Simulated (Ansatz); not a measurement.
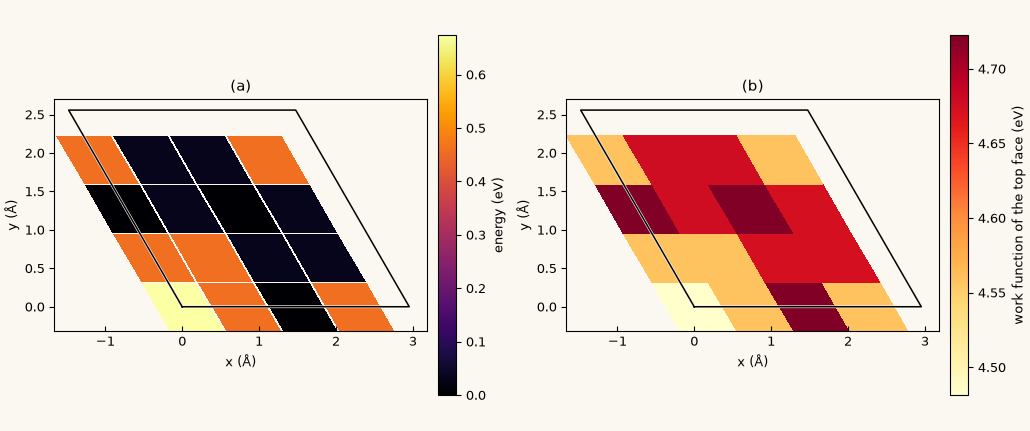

B on a Li(111) slab cut from the Fm-3m phase (12 atoms of substrate and one adsorbate in a 2 × 2 cell). 
- One B atom a 2 × 2 cell is placed over a mesh of places on the rigid (1 1 1) surface, and only its height is relaxed.
- Places are given modulo a cell vector. The map is drawn in real space over the plane of the surface.
- Grid: 4 × 4 points.
- Places are given in fractions of the 1 × 1 surface cell.
- All energies are given in eV relative to the lowest grid point.
- This mesh misses the points at thirds of the hexagonal cell.
- All numbers below come from Ansatz, DFT PBE+D3(BJ), scalar-relativistic, plane waves, PAW.

Panel (a) is the energy; panel (b) is the computed work function of the top face, in eV.

Drawn: one coloured cell a grid point, the outline of one cell of the plane.

### How does the work function of the top face vary over the map, and what is it at the lowest grid point?

It runs from 4.48 eV at the top site over a surface Li atom, (0/4, 0/4) of the cell vectors to 4.72 eV at a bridge site between two Li atoms, (0/4, 2/4) of the cell vectors. At the lowest grid point, a bridge site between two Li atoms, (0/4, 2/4) of the cell vectors, it is 4.72 eV.

```tsv
place along a₂ ↓, place along a₁ →	0/4	1/4	2/4	3/4
3/4	4.56	4.68	4.68	4.56
2/4	4.72	4.68	4.72	4.67
1/4	4.56	4.56	4.67	4.67
0/4	4.48	4.56	4.72	4.56
```
